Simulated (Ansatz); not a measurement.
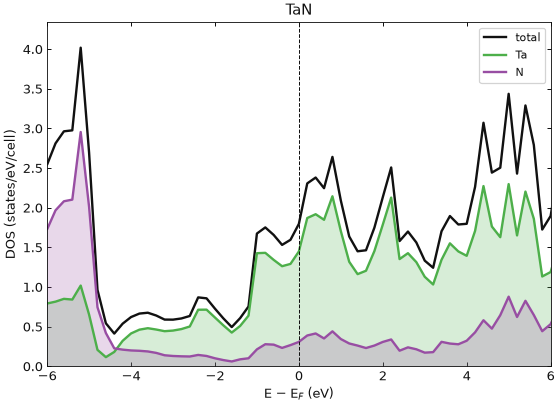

Density of states. Energies are counted from the Fermi level. The partial curves are projected on atomic shells.

System: TaN, space group P6_3/mmc (No. 194), 4 atoms in the cell.

Level of theory: DFT, PBE, all-electron LAPW, scalar-relativistic, no spin polarisation, 9×9×5 k mesh; code Ansatz 0.2.0.

> What is the density of states at the Fermi level?

It is a metal. The density of states at the Fermi level is about 1.9 per eV and cell (mean within 0.25 eV), or 0.48 per atom.

> What carries the states at the Fermi level?

By projected weight, the states within 0.3 eV of the Fermi level are Ta (85 %) and N (15 %).

The cell is at 59 GPa in this functional. Spin-orbit coupling is left out, which matters for Ta.
